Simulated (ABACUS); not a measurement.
**Run report: MgO, single-point calculation at one volume of an equation of state (part 2 of 2)**

MgO (P6₃mc, 4 atoms in the cell); Kohn-Sham DFT of a periodic cell, PBE, PseudoDojo NC SR 0.4.1 PBE standard, no spin polarisation (ABACUS 3.10.1); cutoff 1142.88 eV, 9×9×6 k-mesh, fermi-dirac of 0.05 eV. The structure derives from a Materials Project entry. It belongs to a series of runs on one base structure; here: volume scaled by 1.06.

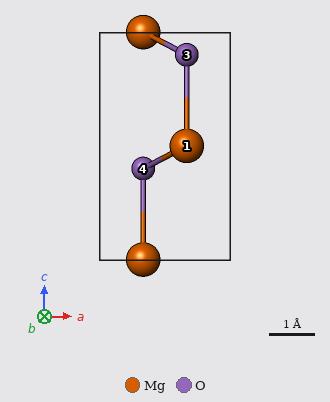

Figure 1. The structure (ball-and-stick view of the cell of the calculation, along the b axis; atoms are numbered from 1 in the order of the input).

Output, continued
```
----------------------------------------------------------

 PW ALGORITHM --------------- ION=   1  ELEC=   4--------------------------------

 Density error is 0.000517893762106
                          Error Threshold = 2.8652322951e-05
----------------------------------------------------------
     Energy           Rydberg                 eV
----------------------------------------------------------
 E_KohnSham     -304.1830386768      -4138.6225609589
 E_Harris       -304.2589149051      -4139.6549100071
 E_Fermi        0.4634434022         6.3054709703
----------------------------------------------------------

 PW ALGORITHM --------------- ION=   1  ELEC=   5--------------------------------

 Density error is 9.9655754918e-06
                          Error Threshold = 1.61841800658e-06
----------------------------------------------------------
     Energy           Rydberg                 eV
----------------------------------------------------------
 E_KohnSham     -304.1830912683      -4138.6232765031
 E_Harris       -304.1824255711      -4138.6142192280
 E_Fermi        0.4619511810         6.2851682599
----------------------------------------------------------

 PW ALGORITHM --------------- ION=   1  ELEC=   6--------------------------------

 Density error is 1.02603278578e-06
                          Error Threshold = 3.11424234119e-08
----------------------------------------------------------
     Energy           Rydberg                 eV
----------------------------------------------------------
 E_KohnSham     -304.1830948458      -4138.6233251774
 E_Harris       -304.1748696459      -4138.5114155911
 E_Fermi        0.4623905796         6.2911465835
----------------------------------------------------------

 PW ALGORITHM --------------- ION=   1  ELEC=   7--------------------------------

 Density error is 3.30424135491e-07
                          Error Threshold = 3.20635245556e-09
----------------------------------------------------------
     Energy           Rydberg                 eV
----------------------------------------------------------
 E_KohnSham     -304.1830948583      -4138.6233253475
 E_Harris       -304.1799288932      -4138.5802501825
 E_Fermi        0.4623604611         6.2907368003
----------------------------------------------------------

 PW ALGORITHM --------------- ION=   1  ELEC=   8--------------------------------

 Density error is 3.06611201611e-08
                          Error Threshold = 1.03257542341e-09
----------------------------------------------------------
     Energy           Rydberg                 eV
----------------------------------------------------------
 E_KohnSham     -304.1830949183      -4138.6233261631
 E_Harris       -304.1843488358      -4138.6403865866
 E_Fermi        0.4624035690         6.2913233136
----------------------------------------------------------

 PW ALGORITHM --------------- ION=   1  ELEC=   9--------------------------------

 Density error is 3.77810585622e-10
                          Error Threshold = 9.58160005034e-11
----------------------------------------------------------
     Energy           Rydberg                 eV
----------------------------------------------------------
 E_KohnSham     -304.1830949229      -4138.6233262267
 E_KS(sigma->0) -304.1830949229      -4138.6233262267
 E_Harris       -304.1832657771      -4138.6256508175
 E_band         -50.8033706160       -691.2153179829
 E_one_elec     -192.6354222365      -2620.9393790526
 E_Hartree      101.0816268130       1375.2860877663
 E_xc           -48.7823830725       -663.7183718046
 E_Ewald        -163.8469164269      -2229.2516631358
 E_entropy(-TS) -0.0000000000        -0.0000000000
 E_descf        0.0000000000         0.0000000000
 E_exx          0.0000000000         0.0000000000
 E_Fermi        0.4623963307         6.2912248314
----------------------------------------------------------

 charge density convergence is achieved
 final etot is -4138.6233262 eV
 EFERMI = 6.2912248314 eV

 STATE ENERGY(eV) AND OCCUPATIONS    NSPIN == 1
 1/12 kpoint (Cartesian) = 0.0000 0.0000 0.0000 (4397 pws)
       1       -67.6817     0.00411523
       2       -67.6785     0.00411523
       3       -34.5087     0.00411523
       4       -34.4716     0.00411523
       5       -34.4562     0.00411523
       6       -34.4562     0.00411523
       7       -34.4494     0.00411523
       8       -34.4494     0.00411523
       9       -11.5416     0.00411523
      10       -10.8123     0.00411523
      11        1.40078     0.00411523
      12        3.74330     0.00411523
      13        3.74330     0.00411523
      14        4.07267     0.00411523
      15        4.07267     0.00411523
      16        4.48913     0.00411523
      17        7.66645    4.67067e-15
      18        12.5965    7.04139e-58
      19        14.3829    2.14187e-73
      20        18.1981        0.00000

 2/12 kpoint (Cartesian) = -0.032945 0.019021 0.0000 (4396 pws)
       1       -67.6815      0.0246914
       2       -67.6785      0.0246914
       3       -34.5075      0.0246914
       4       -34.4724      0.0246914
       5       -34.4584      0.0246914
       6       -34.4569      0.0246914
       7       -34.4519      0.0246914
       8       -34.4497      0.0246914
       9       -11.4852      0.0246914
      10       -10.7935      0.0246914
      11        1.51356      0.0246914
      12        3.45912      0.0246914
      13        3.66671      0.0246914
      14        3.71564      0.0246914
      15        4.07714      0.0246914
      16        4.44716      0.0246914
      17        8.22416    4.01095e-19
      18        12.9391    4.46509e-60
      19        14.2881    8.55908e-72
      20        16.9060        0.00000

 3/12 kpoint (Cartesian) = -0.065889 0.038041 0.0000 (4376 pws)
       1       -67.6810      0.0246914
       2       -67.6784      0.0246914
       3       -34.5042      0.0246914
       4       -34.4746      0.0246914
       5       -34.4641      0.0246914
       6       -34.4587      0.0246914
       7       -34.4581      0.0246914
       8       -34.4506      0.0246914
       9       -11.3342      0.0246914
      10       -10.7513      0.0246914
      11        1.83162      0.0246914
      12        2.70789      0.0246914
      13        3.18264      0.0246914
      14        3.50334      0.0246914
      15        4.06196      0.0246914
      16        4.31101      0.0246914
      17        9.39430    2.75144e-29
      18        13.5022    5.74058e-65
      19        14.1599    1.11226e-70
      20        15.4503    6.88734e-82

 4/12 kpoint (Cartesian) = -0.098834 0.057062 0.0000 (4392 pws)
       1       -67.6803      0.0246914
       2       -67.6784      0.0246914
       3       -34.4995      0.0246914
       4       -34.4780      0.0246914
       5       -34.4705      0.0246914
       6       -34.4649      0.0246914
       7       -34.4608      0.0246914
       8       -34.4516      0.0246914
       9       -11.1396      0.0246914
      10       -10.7199      0.0246914
      11        1.99584      0.0246914
      12        2.29544      0.0246914
      13        2.71552      0.0246914
      14        3.34447      0.0246914
      15        4.02446      0.0246914
      16        4.06827      0.0246914
      17        10.6498    3.42194e-40
      18        13.1877    3.09516e-62
      19        13.8134    1.13716e-67
      20        15.2940    1.56867e-80

 5/12 kpoint (Cartesian) = -0.13178 0.076082 0.0000 (4384 pws)
       1       -67.6797      0.0246914
       2       -67.6785      0.0246914
       3       -34.4954      0.0246914
       4       -34.4817      0.0246914
       5       -34.4747      0.0246914
       6       -34.4692      0.0246914
       7       -34.4620      0.0246914
       8       -34.4524      0.0246914
       9       -10.9824      0.0246914
      10       -10.7261      0.0246914
      11        1.60014      0.0246914
      12        2.42910      0.0246914
      13        2.74631      0.0246914
      14        3.25006      0.0246914
      15        3.77293      0.0246914
      16        3.99428      0.0246914
      17        11.7138    1.96181e-49
      18        12.5482    1.10852e-56
      19        13.4128    3.43017e-64
      20        14.9611    1.22172e-77

 6/12 kpoint (Cartesian) = -0.032945 0.057062 0.0000 (4377 pws)
       1       -67.6811      0.0246914
       2       -67.6784      0.0246914
       3       -34.5052      0.0246914
       4       -34.4739      0.0246914
       5       -34.4619      0.0246914
       6       -34.4591      0.0246914
       7       -34.4554      0.0246914
       8       -34.4506      0.0246914
       9       -11.3814      0.0246914
      10       -10.7630      0.0246914
      11        1.72933      0.0246914
      12        3.01669      0.0246914
      13        3.16514      0.0246914
      14        3.66338      0.0246914
      15        4.00968      0.0246914
      16        4.35832      0.0246914
      17        9.06499    1.99502e-26
      18        13.4186    3.05519e-64
      19        14.2097    4.10481e-71
      20        15.7211    3.06003e-84

[... levels at 6 further k points ...]

------------------------------------------------------------------------------------------
 TOTAL-FORCE (eV/Angstrom)
------------------------------------------------------------------------------------------
                       Mg1         0.0000000000         0.0000000000         0.0578516254
                       Mg2         0.0000000000         0.0000000000         0.0578516254
                        O1         0.0000000000         0.0000000000        -0.0578516254
                        O2         0.0000000000         0.0000000000        -0.0578516254
------------------------------------------------------------------------------------------

----------------------------------------------------------------
 TOTAL-STRESS (KBAR)
----------------------------------------------------------------
       -38.4417535036        -0.0000000007         0.0000000000
        -0.0000000007       -38.4417535033         0.0000000000
         0.0000000000         0.0000000000       -26.8318088835
----------------------------------------------------------------
 TOTAL-PRESSURE: -34.571772 KBAR

 --------------------------------------------
 !FINAL_ETOT_IS -4138.6233262266941892 eV
 --------------------------------------------
```

Standard output
```
ABACUS v3.10.1,Local thread limit: 64

               Atomic-orbital Based Ab-initio Computation at UStc

%%%%%%%%%%%%%%%%%%%%%%%%%%%%%%%%%%%%%%%%%%%%%%%%%%%%%%%%%%%%%%%%%%%%%%%%%%%%%%%%%%%%%%%%%%%%%%%%%%%%%%%%%
 Warning: the number of valence electrons in pseudopotential > 2 for Mg: [Ne] 3s2
 Pseudopotentials with additional electrons can yield (more) accurate outcomes, but may be less efficient.
 If you're confident that your chosen pseudopotential is appropriate, you can safely ignore this warning.
%%%%%%%%%%%%%%%%%%%%%%%%%%%%%%%%%%%%%%%%%%%%%%%%%%%%%%%%%%%%%%%%%%%%%%%%%%%%%%%%%%%%%%%%%%%%%%%%%%%%%%%%%

 UNIFORM GRID DIM        : 40 * 40 * 60
 UNIFORM GRID DIM(BIG)   : 40 * 40 * 60
 ---------------------------------------------------------
 Self-consistent calculations for electrons
 ---------------------------------------------------------
 SPIN    KPOINTS         PROCESSORS  THREADS
 1       48              4           4
 ---------------------------------------------------------
 Use plane wave basis
 ---------------------------------------------------------
 ELEMENT NATOM       XC
 Mg      2
 O       2
 ---------------------------------------------------------
 Initial plane wave basis and FFT box
 ---------------------------------------------------------
 -------------------------------------------
 SELF-CONSISTENT :
 -------------------------------------------
 START CHARGE      : atomic
 ITER       ETOT/eV          EDIFF/eV         DRHO     TIME/s
 DA1     -4.13255732e+03   0.00000000e+00   1.1005e+00   1.87
 DA2     -4.13641764e+03  -3.86031988e+00   8.2692e-01   1.94
 DA3     -4.13861025e+03  -2.19261095e+00   9.1687e-03   1.94
 DA4     -4.13862256e+03  -1.23102782e-02   5.1789e-04   1.95
 DA5     -4.13862328e+03  -7.15544186e-04   9.9656e-06   1.75
 DA6     -4.13862333e+03  -4.86742991e-05   1.0260e-06   2.13
 DA7     -4.13862333e+03  -1.70149086e-07   3.3042e-07   1.79
 DA8     -4.13862333e+03  -8.15553665e-07   3.0661e-08   1.95
 DA9     -4.13862333e+03  -6.36109152e-08   3.7781e-10   1.85
----------------------------------------------------------------
 TOTAL-STRESS (KBAR)
----------------------------------------------------------------
       -38.4417535036        -0.0000000007         0.0000000000
        -0.0000000007       -38.4417535033         0.0000000000
         0.0000000000         0.0000000000       -26.8318088835
----------------------------------------------------------------
 TOTAL-PRESSURE: -34.571772 KBAR
```

This output came from the following input.

Input file
```
INPUT_PARAMETERS
suffix              MgO
calculation         scf
basis_type          pw
pseudo_dir          ./
symmetry            1
dft_functional      pbe
ecutwfc             84
pseudo_rcut         10
nspin               1
nbands              20
ks_solver           dav
smearing_method     fd
smearing_sigma      0.00367493
scf_thr             1e-08
scf_nmax            100
mixing_type         broyden
mixing_beta         0.7
cal_force           1
cal_stress          1
kpar                4
```

File STRU
```
ATOMIC_SPECIES
Mg 24.3050 Mg.upf
O 15.9990 O.upf

LATTICE_CONSTANT
1.8897261246

LATTICE_VECTORS
3.3726620253 0.0000000000 0.0000000000
-1.6863310127 2.9208109923 0.0000000000
0.0000000000 0.0000000000 5.0806100433

ATOMIC_POSITIONS
Direct

Mg
0.0
2
0.6666666667 0.3333333333 0.5021597400 1 1 1
0.3333333333 0.6666666667 0.0021597400 1 1 1

O
0.0
2
0.6666666667 0.3333333333 0.9024402600 1 1 1
0.3333333333 0.6666666667 0.4024402600 1 1 1
```

File KPT
```
K_POINTS
0
Gamma
9 9 6 0 0 0
```

Launch command:
```bash
OMP_NUM_THREADS=1 mpirun -np 4 abacus > log
```

Key numbers

- outcome: converged
- space group (tolerance 0.01 Å): P6₃mc (186)
- electrons treated: 32
- free energy: −4138.6233 eV
- Fermi energy: 6.291 eV
- gap on the k-point mesh: 3.18 eV
- pressure: −3.46 GPa
- largest force (length of the vector): 0.058 eV/Å
- hardware: 4 threads of Intel Xeon @ 2.90GHz (Ice Lake), 16 GiB of memory available, shared host
- wall time: 19 s (CPU time 74 s)
- peak memory: 0.44 GiB
